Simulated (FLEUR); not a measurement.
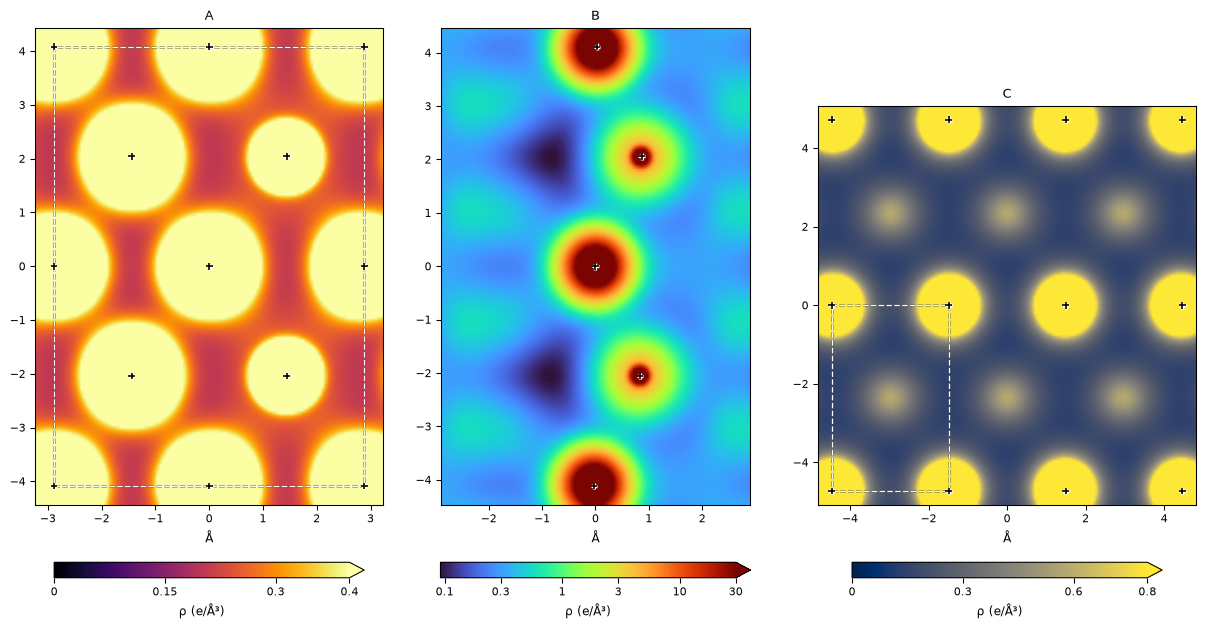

The electron density of 3 systems, each on a plane through atoms (crosses mark nuclei in the plane).

Theory: Kohn-Sham DFT of a periodic cell, PBEsol, all-electron (FLEUR MaX-R8.1 (later development tree)).

System 1: Ge, the (010) plane of the conventional cell. Space group Cmcm; a structure from a database of computed crystals, not necessarily the ambient phase; changed on purpose from its base cell (strain component 3 = 0.0).

```cif
data_structure
_symmetry_space_group_name_H-M 'P 1'
_symmetry_Int_Tables_number 1
_cell_length_a 2.9761
_cell_length_b 5.1894
_cell_length_c 4.7276
_cell_angle_alpha 90.000
_cell_angle_beta 90.000
_cell_angle_gamma 90.000
_cell_volume 73.01
loop_
_atom_site_label
_atom_site_type_symbol
_atom_site_fract_x
_atom_site_fract_y
_atom_site_fract_z
_atom_site_occupancy
Ge1 Ge 0.00000 0.66655 0.75000 1
Ge2 Ge 0.50000 0.16655 0.75000 1
Ge3 Ge 0.00000 0.33345 0.25000 1
Ge4 Ge 0.50000 0.83345 0.25000 1
```

System 2: TaN, the (011) plane of the conventional cell. Space group Cm; changed on purpose from its base cell (strain component 4 = 0.01).

```xyz
4
Lattice="0.0000 5.0888 0.0254 2.9380 0.0000 0.0000 0.0000 -0.0144 -2.8830" Properties=species:S:1:pos:R:3 pbc="T T T"
Ta    0.0000   -0.0072   -1.4415
Ta    1.4690    2.5372   -1.4288
N     1.4690    0.8481    0.0042
N     0.0000    3.3925    0.0170
```

System 3: AlCu3, the (101) plane of the conventional cell. Space group Fm-3m; a structure from a database of computed crystals, not necessarily the ambient phase.

```
CELL_PARAMETERS angstrom
5.77602 0.00000 0.00000
0.00000 5.77602 0.00000
0.00000 0.00000 5.77602
ATOMIC_POSITIONS crystal
Cu 0.75000 0.25000 0.25000
Cu 0.25000 0.75000 0.25000
Cu 0.25000 0.25000 0.75000
Cu 0.75000 0.75000 0.75000
Cu 0.25000 0.25000 0.25000
Cu 0.75000 0.75000 0.25000
Cu 0.75000 0.25000 0.75000
Cu 0.25000 0.75000 0.75000
Cu 0.50000 0.00000 0.00000
Cu 0.00000 0.50000 0.00000
Cu 0.00000 0.00000 0.50000
Cu 0.50000 0.50000 0.50000
Al 0.00000 0.00000 0.00000
Al 0.50000 0.50000 0.00000
Al 0.50000 0.00000 0.50000
Al 0.00000 0.50000 0.50000
```

Question: Which map belongs to which system?

Answer: Panel A is system 3, AlCu3: the plane holds Cu and Al. Cu–Cu (2.50 Å): ρ at the midpoint is about 0.3 e/Å³. Panel B is system 2, TaN: the plane holds Ta and N. Ta–N (2.23 Å): the density is about 0.55 e/Å³ at the midpoint. Panel C is system 1, Ge: the plane holds Ge. Ge–Ge (2.98 Å): ρ at the midpoint is about 0.2 e/Å³.
